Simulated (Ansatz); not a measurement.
# Si(111) with SH: bands and core levels, part 3 of 4

Aim: core-level components, unfolded bands and work function of Si(111) with SH.

Ansatz 0.2.0; DFT, PBE, plane-wave PAW, scalar-relativistic; PAW set soft_1.

So far, gap on the k-mesh (eV): step 2 (relaxing the atoms) 0.841.

## Step 3: Bands by layer (continued)

Shapes are the site's partial DOS without matrix elements, which overweights lines from ligand s bands. Emission peaks, by row:

```csv
line,energy (eV),height (%)
S K-beta,-5.638,67.07
S K-beta,-3.538,93.69
S K-beta,-1.588,100
"S K-beta, E along x",-5.638,109.5
"S K-beta, E along x",-3.588,67.56
"S K-beta, E along x",-1.588,73.3
"S K-beta, E along y",-5.638,44.53
"S K-beta, E along y",-1.538,187.9
"S K-beta, E along z",-5.738,47.85
"S K-beta, E along z",-3.638,149
"S L2,3",-13.64,100
"S L2,3",-5.638,12.69
"S L2,3",-4.488,9.185
"S L2,3",-3.688,11.13
Si K-beta,-9.188,15.84
Si K-beta,-6.688,31.9
Si K-beta,-2.588,100
"Si K-beta, E along x",-9.188,17.33
"Si K-beta, E along x",-6.738,29.18
"Si K-beta, E along x",-2.538,105.8
"Si K-beta, E along y",-9.188,17.12
"Si K-beta, E along y",-6.738,29.82
"Si K-beta, E along y",-2.588,107.3
"Si K-beta, E along z",-13.69,7.09
"Si K-beta, E along z",-9.238,13.07
"Si K-beta, E along z",-6.688,36.88
"Si K-beta, E along z",-5.688,31.5
"Si K-beta, E along z",-3.038,98.61
"Si K-beta, E along z",-1.888,90.62
"Si L2,3",-10.64,63.59
"Si L2,3",-9.788,100
"Si L2,3",-9.188,99
"Si L2,3",-8.438,67.72
"Si L2,3",-7.538,54.48
"Si L2,3",-6.788,84.9
"Si L2,3",-5.688,40.27
"Si L2,3",-4.388,22.72
```

Recipe: projected DOS times atomic cross section and asymmetry factor (unpolarised light, 54.7° from the beam), occupied states only, Fermi edge at 77 K, a Lorentzian width of 0.05 eV growing by 0.05 eV per eV of binding energy, and a resolution of 0.15 eV. Each atom is damped by exp[−depth/(λ cos θ)], θ = 0° from the normal, λ from the universal curve. Curves are cut 10 eV under the photon energy, above any shell that the free atom's threshold puts out of reach, or at the lower edge of the window: 11.2 eV at 21.2 eV, 15.9 eV at 60 eV, 15.9 eV at 1253.6 eV, 15.9 eV at 1486.7 eV and 15.9 eV at 5414.7 eV. Matrix elements of the solid and inelastic losses aren't modelled, nor non-dipole terms, which matter above 3 keV.

Share of each shell in the spectrum's area (%), by photon energy:

```csv
shell,21.2 eV,60 eV,1253.6 eV,1486.7 eV,5414.7 eV
S 3s,0.0,14.5,23.1,24.2,30.9
S 3p,56.7,36.6,18.6,16.9,6.7
H 1s,21.3,4.0,0.1,0.1,0.0
Si 3s,5.9,14.7,40.5,42.8,56.0
Si 3p,16.1,30.2,17.6,16.0,6.4
```

Regions along c: top from 15.2 to 21.9 Å, middle from 9.8 to 15.2 Å, bottom from 3.0 to 9.8 Å.

States with weight above 0.08 nearest the zero at K of the zone, within the window kept, -7.6 to 4.4 eV (levels that the program groups as degenerate share a row):

```csv
E (eV),"weight, total","weight, top","weight, middle","weight, bottom"
-4.14,1.00,0.20,0.27,0.53
-3.74,1.00,0.27,0.23,0.50
-3.22,1.00,0.45,0.39,0.16
-2.94,1.00,0.45,0.44,0.11
-2.51,1.00,0.12,0.63,0.25
-1.88,1.00,0.62,0.34,0.04
1.91,1.00,0.23,0.65,0.12
2.31,1.00,0.19,0.54,0.27
2.43,1.00,0.17,0.53,0.30
3.80,1.00,0.32,0.39,0.29
```

States with weight above 0.08 nearest the zero at Γ of the zone, within the window kept, -7.6 to 4.4 eV (levels that the program groups as degenerate share a row):

```csv
E (eV),"weight, total","weight, top","weight, middle","weight, bottom"
-1.61,1.00,0.23,0.54,0.24
-1.47,1.00,0.77,0.23,0.00
-1.12,1.00,0.09,0.73,0.18
-1.03,1.00,0.09,0.61,0.30
-0.70,1.00,0.24,0.32,0.44
-0.50,1.00,0.13,0.32,0.55
-0.27,1.00,0.17,0.53,0.30
0.00,1.00,0.48,0.45,0.07
1.50,1.00,0.28,0.60,0.11
1.81,1.00,0.20,0.42,0.38
```

States with weight above 0.08 nearest the zero at M of the zone, within the window kept, -7.6 to 4.4 eV (levels that the program groups as degenerate share a row):

```csv
E (eV),"weight, total","weight, top","weight, middle","weight, bottom"
-2.81,1.00,0.32,0.56,0.12
-2.55,1.00,0.24,0.47,0.29
-2.14,1.00,0.20,0.47,0.33
-1.82,1.00,0.28,0.37,0.34
-1.39,1.00,0.42,0.47,0.11
0.84,1.00,0.14,0.70,0.17
1.35,1.00,0.23,0.55,0.22
1.48,1.00,0.24,0.30,0.46
1.87,1.00,0.16,0.56,0.27
2.87,1.00,0.27,0.51,0.22
```

The largest force component on a free atom is 0.002 eV/Å, so the atoms are at rest for these settings too.

## Step 4: Z+1 stand-in on atom 9

System of this step: Si23PH8S4. The cell holds 36 atoms: 8 H, 4 S, 1 P and 23 Si. Its edges and angles: a = 7.679 Å, b = 7.679 Å, c = 24.924 Å, α = 90.0°, β = 90.0°, γ = 60.0°. It derives from Si. Regions: ad, 8 atoms (4 S and 4 H); L1, 4 atoms (1 P and 3 Si); L2, 4 atoms (4 Si); L3, 4 atoms (4 Si); mid, 4 atoms (4 Si); rest, 12 atoms (8 Si and 4 H). Vacuum lies along c.

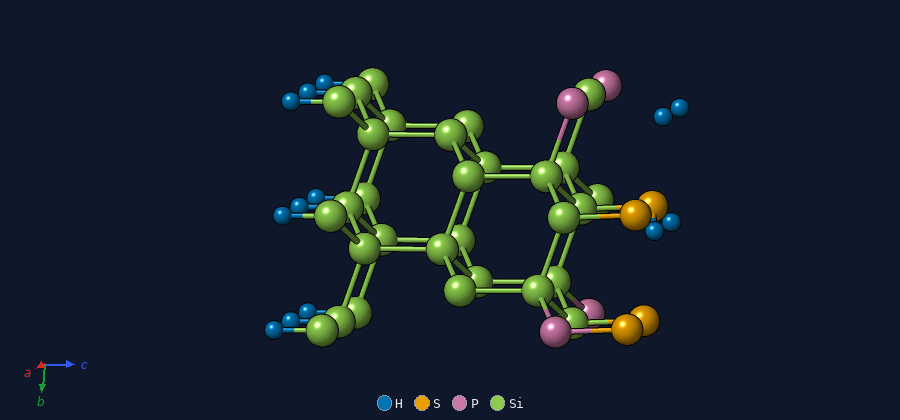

The cell of this step (hydrogen blue, sulfur orange, phosphorus pink, silicon green). Bonds to atoms that aren't drawn are left out. Some periodic images of atoms are drawn too.

An atom with a screened core hole acts much like the next element, so total energies with that element on different sites give core-level shifts.

input.yaml

```yaml
crystal:
  lattice:
    - [7.6791796437, 0.0, 0.0]
    - [3.8395898218, 6.6503646517, 0.0]
    - [0.0, 0.0, 24.9237769138]
  atoms:
    - { symbol: H, position: [0.087891526, 0.0844562739, 0.720057038] }
    - { symbol: H, position: [0.587891526, 0.0844562739, 0.720057038] }
    - { symbol: H, position: [0.087891526, 0.5844562739, 0.720057038] }
    - { symbol: H, position: [0.587891526, 0.5844562739, 0.720057038] }
    - { symbol: S, position: [-0.0138043808, -0.0157622219, 0.7110861009] }
    - { symbol: S, position: [0.4861956192, -0.0157622219, 0.7110861009] }
    - { symbol: S, position: [-0.0138043808, 0.4842377781, 0.7110861009] }
    - { symbol: S, position: [0.4861956192, 0.4842377781, 0.7110861009] }
    - { symbol: P, position: [-0.0023977148, -0.0026881246, 0.6242917347] }
    - { symbol: Si, position: [0.4976022852, -0.0026881246, 0.6242917347] }
    - { symbol: Si, position: [-0.0023977148, 0.4973118754, 0.6242917347] }
    - { symbol: Si, position: [0.4976022852, 0.4973118754, 0.6242917347] }
    - { symbol: Si, position: [0.8310365193, 0.3308191515, 0.5925931021] }
    - { symbol: Si, position: [0.3310365193, 0.3308191515, 0.5925931021] }
    - { symbol: Si, position: [0.8310365193, 0.8308191515, 0.5925931021] }
    - { symbol: Si, position: [0.3310365193, 0.8308191515, 0.5925931021] }
    - { symbol: Si, position: [0.8336865147, 0.3331420619, 0.4976654121] }
    - { symbol: Si, position: [0.3336865147, 0.3331420619, 0.4976654121] }
    - { symbol: Si, position: [0.8336865147, 0.8331420619, 0.4976654121] }
    - { symbol: Si, position: [0.3336865147, 0.8331420619, 0.4976654121] }
    - { symbol: Si, position: [0.1670061702, 0.1665038437, 0.4656059694] }
    - { symbol: Si, position: [0.6670061702, 0.1665038437, 0.4656059694] }
    - { symbol: Si, position: [0.1670061702, 0.6665038437, 0.4656059694] }
    - { symbol: Si, position: [0.6670061702, 0.6665038437, 0.4656059694] }
    - { symbol: Si, position: [0.166666667, 0.166666667, 0.370880907] }
    - { symbol: Si, position: [0.666666667, 0.166666667, 0.370880907] }
    - { symbol: Si, position: [0.166666667, 0.666666667, 0.370880907] }
    - { symbol: Si, position: [0.666666667, 0.666666667, 0.370880907] }
    - { symbol: Si, position: [0.0, 0.0, 0.339434911] }
    - { symbol: Si, position: [0.5, 0.0, 0.339434911] }
    - { symbol: Si, position: [0.0, 0.5, 0.339434911] }
    - { symbol: Si, position: [0.5, 0.5, 0.339434911] }
    - { symbol: H, position: [0.0, 0.0, 0.280856309] }
    - { symbol: H, position: [0.5, 0.0, 0.280856309] }
    - { symbol: H, position: [0.0, 0.5, 0.280856309] }
    - { symbol: H, position: [0.5, 0.5, 0.280856309] }
kpoints:
  mp_grid: { grid: [3, 3, 1] }
scf:
  occupations: { method: fermi_dirac, width: 0.02 }
  n_extra_bands: 27
hamiltonian:
  xc: pbe
  pseudopotentials: { kind: paw, azcp: { folder: soft_1 } }
output:
  forces: true
  write_potential: true
  volumetric_format: []
efield:
  axis: 3
  dipole_correction: true
```

Command:

```
$ ansatz run input.yaml --threads 4 --pin off --max-ram 11264MiB --backend cpu --events-out ev --progress --plain --runs-dir out
```

Numbers of over 12 decimals in the logs are rounded to 6 here.

Log:

```text
[...]
Crystal: 36 atoms, lattice volume = 1272.841 Å³
Basis set: ecut = 420 eV, 24809 PW (Γ), exchange–correlation on 108×108×360 points (8 copies of the dense FFT grid, shifted against one another)
Bands: 92, of which v1, the nominal top of the filled ones, is band 65 counted from 1 (64 counted from 0)
Symmetry: 1 space group operations
[...]
k-points: 5 of 9 (time reversal used)
[...]
SCF iter   1: F=—  HF=-19119.790527 eV  |F-HF|=—  |Δ(HF+E_count)|=         —  Δρ=3.76e-2  dr2=1.78e1  ethr=3.10e-3  p=0.000 e·Å  D=1.52e-7 V/Å  ΔV_dip=-0.00 eV  dr2_dipole=6.99e-1  V_vac-E_F(+/−)=5.49/5.49 eV  ⟨swp⟩=9.2  Hψ=2790  notcnv=0  defer=37
[...]
SCF iter  14: F=-19115.192564 eV  HF=-19115.192564 eV  |F-HF|=1.87e-8  |Δ(HF+E_count)|=   4.46e-8  Δρ=9.72e-7  dr2=2.91e-8  ethr=7.75e-11  p=-0.025 e·Å  D=-3.51e-3 V/Å  ΔV_dip=0.09 eV  dr2_dipole=4.43e-10  V_vac-E_F(+/−)=3.79/3.70 eV  ⟨swp⟩=27.4  Hψ=5300  notcnv=0
SCF 1 converged in 14 iterations: F = -19115.192564 eV  dr2 = 2.91e-8
[...]
SCF converged after 14 iterations
Free energy (F): -19115.192564 eV
[...]
Internal energy: -19115.169142 eV  (E = F + TS)
E sigma→0 (E₀):  -19115.180853 eV
Entropy (-TS):   -0.023422 eV (-0.651 meV/atom)
Fermi energy:    1.161787 eV
Dipole field:    D = -0.003503 V/Å  (p = -0.024639 e·Å, saw-weighted, corrected)
Work function:   Φ+ = 3.7891 eV   Φ− = 3.7018 eV
[...]
--- Forces (eV/Å), atoms counted from 1 ---
  atom   1  H      0.09539470     0.05663718    -0.09554752
  atom   2  H     -0.04427492     0.02227927    -0.00604992
  atom   3  H     -0.00442230    -0.04622767    -0.00602143
  atom   4  H      0.00347370     0.00453284     0.00740786
  atom   5  S     -0.07776944    -0.04219185    -0.53707820
  atom   6  S      0.00142189    -0.03373032     0.06851046
  atom   7  S     -0.02875180     0.01961032     0.06939075
  atom   8  S      0.01817137     0.01078069     0.06121798
  atom   9  P     -0.02322757    -0.02364760    -0.10780002
  atom  10  Si    -0.00003265     0.14589528    -0.07426554
  atom  11  Si     0.13069898    -0.07714760    -0.07144414
  atom  12  Si    -0.17200691    -0.10075542    -0.04224836
  atom  13  Si     0.03587285     0.24276523     0.09285775
  atom  14  Si     0.00761620     0.00312355     0.01873838
  atom  15  Si    -0.18452040    -0.10302380     0.12897196
  atom  16  Si     0.22918785    -0.08749221     0.09611649
  atom  17  Si    -0.00927667    -0.13621056    -0.08457364
  atom  18  Si    -0.01791369    -0.01001585    -0.02621060
  atom  19  Si     0.11189465     0.06553761    -0.07765561
  atom  20  Si    -0.12340955     0.06147774    -0.08377105
  atom  21  Si     0.04180318     0.02521663     0.08431271
  atom  22  Si    -0.02198103     0.01779397     0.08602814
  atom  23  Si     0.00348118    -0.02598779     0.08583239
  atom  24  Si     0.01173725     0.00851877     0.35580296
  atom  25  Si    -0.01790134    -0.01243810    -0.08581278
  atom  26  Si     0.01735802    -0.01057305    -0.08393085
  atom  27  Si     0.00132978     0.01683686    -0.08368407
  atom  28  Si     0.00417170     0.00048833    -0.16248594
  atom  29  Si     0.00295130     0.00258690     0.87343587
  atom  30  Si    -0.00118036     0.02846092     0.89222729
  atom  31  Si     0.02328353    -0.01420480     0.89220751
  atom  32  Si    -0.02096282    -0.01150170     0.89178265
  atom  33  H      0.00116057     0.00013242    -0.77397201
  atom  34  H      0.00164063    -0.01066689    -0.76757881
  atom  35  H     -0.00815073     0.00608196    -0.76755664
  atom  36  H      0.01312176     0.00705517    -0.76717927
  max |Σ_I F_I| component: 2.53e-5 eV/Å
--- Band table (eV; the first three rows and the last of 5) ---
  k-point 0: bands = [... 61 lower, -0.1498, 0.0857, 0.2003, 0.6975, 1.1646, 1.1785, 1.3082, 1.5955, ... 23 higher]
  k-point 1: bands = [... 61 lower, -0.8905, -0.6573, -0.2728, 1.1577, 1.4976, 1.8313, 2.0012, 2.0448, ... 23 higher]
  k-point 2: bands = [... 61 lower, -0.8898, -0.6557, -0.2720, 1.1597, 1.4961, 1.8315, 2.0021, 2.0438, ... 23 higher]
  k-point 4: bands = [... 61 lower, -1.0888, -0.9216, -0.7836, 1.7128, 2.1617, 2.3846, 2.5167, 2.6102, ... 23 higher]
```

Run time: 76 s. Hardware: 4 threads of Intel Xeon at 2.50GHz (Skylake/Cascade Lake), shared host; peak memory 2.6 GiB; 3.3 min of CPU time.

This run has no spin polarisation although its electron count is odd.

Numbers from this step:

* free energy: -19115.1926 eV
* energy at zero smearing: -19115.1809 eV
* smearing term TS: 0.02342 eV
* Fermi energy: 1.162 eV
* symmetry operations: 1

## Step 5: Z+1 stand-in on atom 12

System of this step: Si23PH8S4. The cell holds 36 atoms: 8 H, 4 S, 23 Si and 1 P. Its edges and angles: a = 7.679 Å, b = 7.679 Å, c = 24.924 Å, α = 90.0°, β = 90.0°, γ = 60.0°. It derives from Si. Regions: ad, 8 atoms (4 S and 4 H); L1, 4 atoms (3 Si and 1 P); L2, 4 atoms (4 Si); L3, 4 atoms (4 Si); mid, 4 atoms (4 Si); rest, 12 atoms (8 Si and 4 H). Vacuum lies along c.

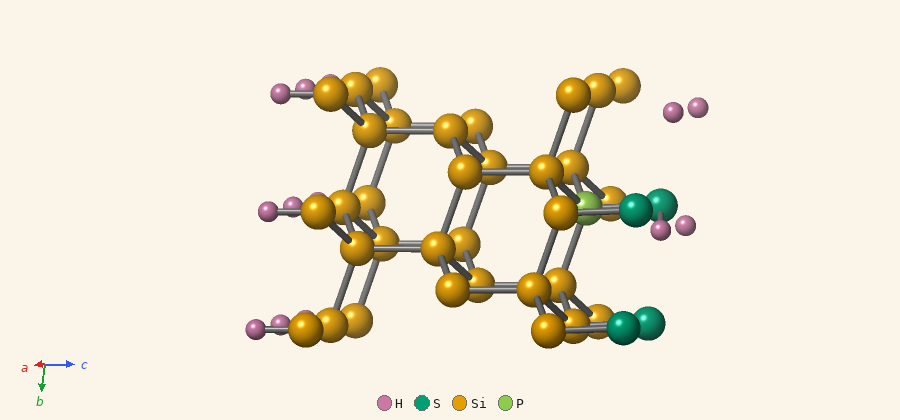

The cell of this step (hydrogen pink, sulfur teal, silicon orange, phosphorus green). Bonds to atoms that aren't drawn are left out. Some periodic images of atoms are drawn too.

The same swap on atom 12.

input.yaml: that of step 4 with these lines changed.

```diff
@@ -14,6 +14,6 @@
     - { symbol: S, position: [0.4861956192, 0.4842377781, 0.7110861009] }
-    - { symbol: P, position: [-0.0023977148, -0.0026881246, 0.6242917347] }
+    - { symbol: Si, position: [-0.0023977148, -0.0026881246, 0.6242917347] }
     - { symbol: Si, position: [0.4976022852, -0.0026881246, 0.6242917347] }
     - { symbol: Si, position: [-0.0023977148, 0.4973118754, 0.6242917347] }
-    - { symbol: Si, position: [0.4976022852, 0.4973118754, 0.6242917347] }
+    - { symbol: P, position: [0.4976022852, 0.4973118754, 0.6242917347] }
     - { symbol: Si, position: [0.8310365193, 0.3308191515, 0.5925931021] }
```

Log:

```text
[...]
Crystal: 36 atoms, lattice volume = 1272.841 Å³
Basis set: ecut = 420 eV, 24809 PW (Γ), exchange–correlation on 108×108×360 points (8 copies of the dense FFT grid, shifted against one another)
Bands: 92, of which v1, the nominal top of the filled ones, is band 65 counted from 1 (64 counted from 0)
Symmetry: 1 space group operations
[...]
k-point 1: bands = [... 61 lower, -0.8905, -0.6573, -0.2728, 1.1576, 1.4976, 1.8313, 2.0011, 2.0448, ... 23 higher]
  k-point 2: bands = [... 61 lower, -0.8898, -0.6558, -0.2720, 1.1597, 1.4960, 1.8314, 2.0020, 2.0438, ... 23 higher]
  k-point 4: bands = [... 61 lower, -1.0888, -0.9217, -0.7836, 1.7127, 2.1617, 2.3846, 2.5167, 2.6101, ... 23 higher]
[key lines of the parts left out:]
SCF converged after 13 iterations
Free energy (F): -19115.192564 eV
Fermi energy:    1.161744 eV
Dipole field:    D = -0.003524 V/Å  (p = -0.024789 e·Å, saw-weighted, corrected)
Work function:   Φ+ = 3.7893 eV   Φ− = 3.7015 eV
```

Wall time 73 s (4 threads); peak memory 2.6 GiB; 3.3 min of CPU time.

## Step 6: Z+1 stand-in on atom 13

System of this step: Si23PH8S4. The cell holds 36 atoms: 8 H, 4 S, 23 Si and 1 P. Its edges and angles: a = 7.679 Å, b = 7.679 Å, c = 24.924 Å, α = 90.0°, β = 90.0°, γ = 60.0°. It derives from Si. Regions: ad, 8 atoms (4 S and 4 H); L1, 4 atoms (4 Si); L2, 4 atoms (1 P and 3 Si); L3, 4 atoms (4 Si); mid, 4 atoms (4 Si); rest, 12 atoms (8 Si and 4 H). Vacuum lies along c.

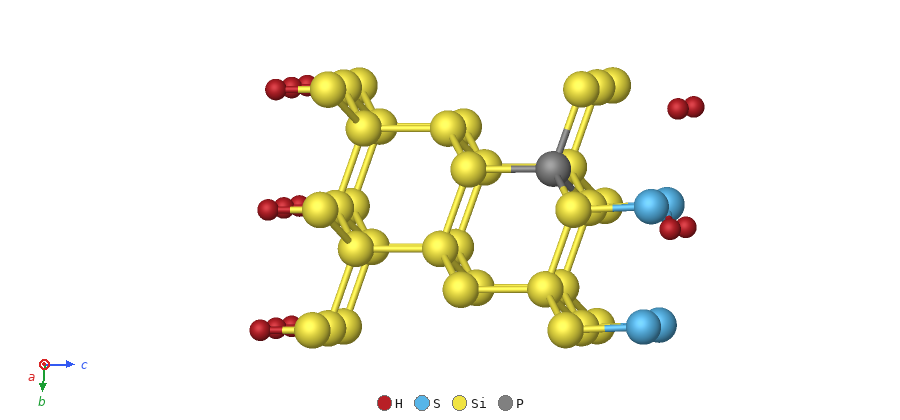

The cell of this step (hydrogen red, sulfur blue, silicon yellow, phosphorus grey). Bonds to atoms that aren't drawn are left out. Some periodic images of atoms are drawn too.

The same swap on atom 13.

input.yaml: that of step 5 with these lines changed.

```diff
@@ -17,4 +17,4 @@
     - { symbol: Si, position: [-0.0023977148, 0.4973118754, 0.6242917347] }
-    - { symbol: P, position: [0.4976022852, 0.4973118754, 0.6242917347] }
-    - { symbol: Si, position: [0.8310365193, 0.3308191515, 0.5925931021] }
+    - { symbol: Si, position: [0.4976022852, 0.4973118754, 0.6242917347] }
+    - { symbol: P, position: [0.8310365193, 0.3308191515, 0.5925931021] }
     - { symbol: Si, position: [0.3310365193, 0.3308191515, 0.5925931021] }
```

Log:

```text
[...]
Crystal: 36 atoms, lattice volume = 1272.841 Å³
Basis set: ecut = 420 eV, 24809 PW (Γ), exchange–correlation on 108×108×360 points (8 copies of the dense FFT grid, shifted against one another)
Bands: 92, of which v1, the nominal top of the filled ones, is band 65 counted from 1 (64 counted from 0)
Symmetry: 1 space group operations
[...]
k-point 1: bands = [... 61 lower, -0.9063, -0.6950, -0.2737, 1.2012, 1.6507, 1.9038, 2.0137, 2.0628, ... 23 higher]
  k-point 2: bands = [... 61 lower, -0.9058, -0.6935, -0.2729, 1.2029, 1.6510, 1.9022, 2.0107, 2.0662, ... 23 higher]
  k-point 4: bands = [... 61 lower, -1.1249, -0.9998, -0.7872, 2.1291, 2.2216, 2.3850, 2.4679, 2.5723, ... 23 higher]
[key lines of the parts left out:]
SCF converged after 14 iterations
Free energy (F): -19115.789993 eV
Fermi energy:    1.189550 eV
Dipole field:    D = -0.006991 V/Å  (p = -0.049175 e·Å, saw-weighted, corrected)
Work function:   Φ+ = 3.8144 eV   Φ− = 3.6401 eV
```

Wall time 74 s (4 threads); peak memory 2.6 GiB; 3.3 min of CPU time.

Numbers from this step:

* free energy: -19115.7900 eV
* energy at zero smearing: -19115.7794 eV
* smearing term TS: 0.02122 eV
* Fermi energy: 1.190 eV

(Continued in part 4 of 4.)

[Logs are printed without paths, hosts, clocks, repeated set-up lines and the standing remarks that a program may print on its own settings, such as how far it seeks lower states.]

[Hosts, paths, dates, database ids (printed as entryN), source tags and the programs' standing remarks are cut or masked in the printed files.]

[Maps of the electrostatic potential energy from Ansatz leave out the sawtooth potential of an applied field or a dipole correction, so their vacuum need not be flat; work functions include it.]
